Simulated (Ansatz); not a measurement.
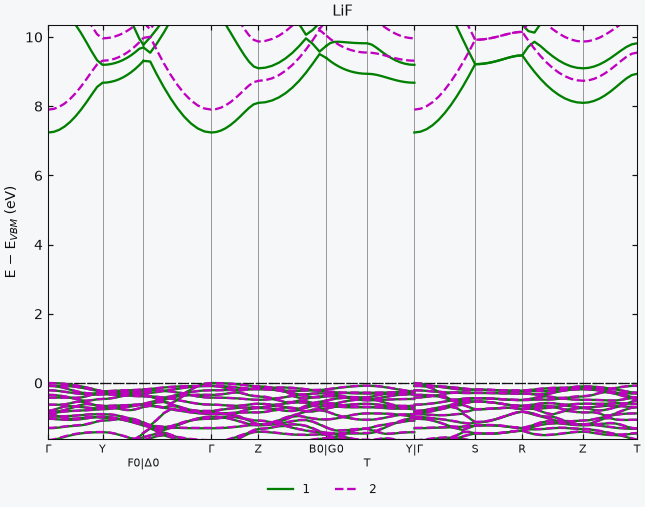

Band structures of LiF, space group Aem2 (No. 39), 12 atoms in the cell, by two methods on the same cell. Each is counted from its own valence-band top.

Which curve is which? The methods: r2SCAN, PBE.

1 is PBE; 2 is r2SCAN. PBE gives a gap of 7.24 eV along the path and r2SCAN gives a gap of 7.90 eV along the path.

Settings. PBE: DFT PBE, scalar-relativistic, plane waves, PAW, no spin polarisation, 4×6×6 k mesh, 420 eV cutoff, Gaussian smearing of 0.02 eV (Ansatz 0.2.0). r2SCAN: DFT r2SCAN, scalar-relativistic, plane waves, PAW, no spin polarisation, 4×6×6 k mesh, 500 eV cutoff, Gaussian smearing of 0.02 eV (Ansatz).

The structure is an invented one, so it need not be a known or stable phase.
